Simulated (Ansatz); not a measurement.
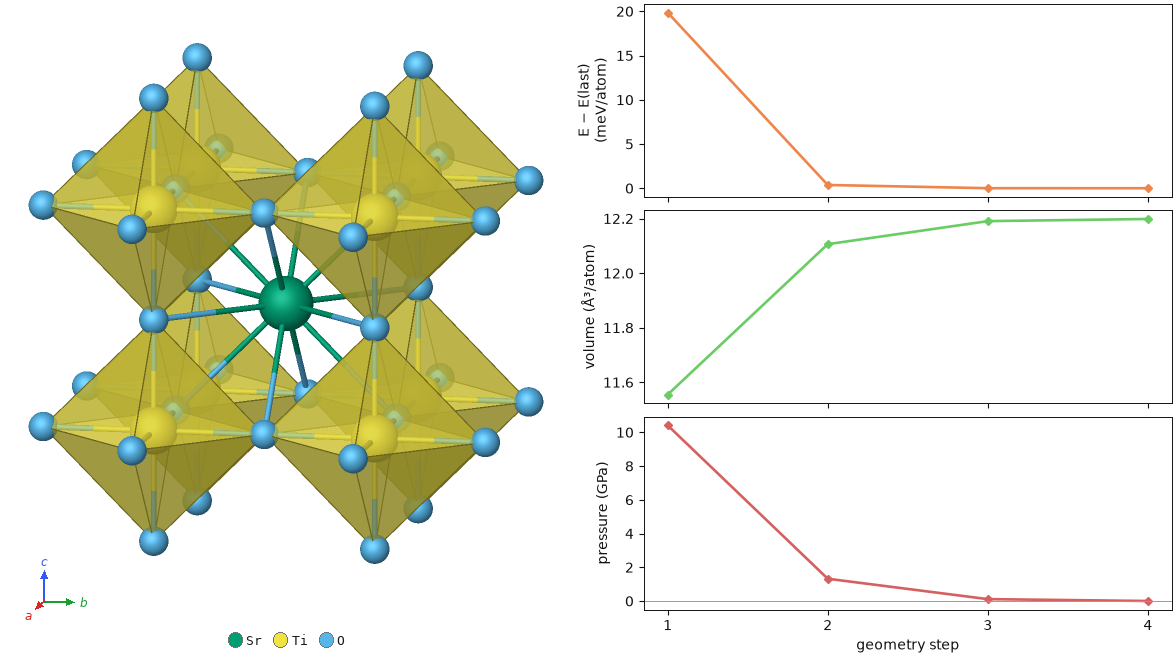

Beside the plot: the structure at the start.

History of a geometry optimisation. Atoms and cell relax. A closing SCF on a freshly chosen basis isn't drawn.

```
crystal:
  lattice:
    - [3.86583736, 0.0, 0.0]
    - [0.0, 3.86583736, 0.0]
    - [0.0, 0.0, 3.86583736]
  atoms:
    - { symbol: Sr, position: [0.5, 0.5, 0.5] }
    - { symbol: Ti, position: [0.0, 0.0, 0.0] }
    - { symbol: O, position: [0.5, 0.0, 0.0] }
    - { symbol: O, position: [0.0, 0.5, 0.0] }
    - { symbol: O, position: [0.0, 0.0, 0.5] }
  symmetry: { tolerance: 0.0003 }
kpoints:
  mp_grid: { grid: [5, 5, 5], shift: [0.5, 0.5, 0.5] }
magnetization:
  spin_polarized: false
scf:
  occupations: { method: fermi_dirac }
hamiltonian:
  pseudopotentials: { kind: paw }
  xc: pbe
basis:
  ecutwfc: 500
output:
  forces: true
  stress: true
  eigenvalues: true
  write_density: true
  write_potential: true
  elf: true
  volumetric_format: npy
relax:
  max_steps: 40
  cell: {}
```

Launched with:
```bash
ansatz run input.yaml --threads 1 --pin off --max-ram 2560MiB --backend cpu --events-out ev --progress --plain --runs-dir out
```

> How did it end, and what did it gain?

The optimisation met its thresholds at geometry 4, counting the start as the first. The energy fell by about 20 meV/atom from the first step to the last. All forces vanish by symmetry, so only the cell moves.

> What happens to the cell?

The volume grows from 11.55 to 12.20 Å³ per atom (+5.6 %), as the pressure goes from 10.5 GPa to about 0 GPa. The start was compressed.
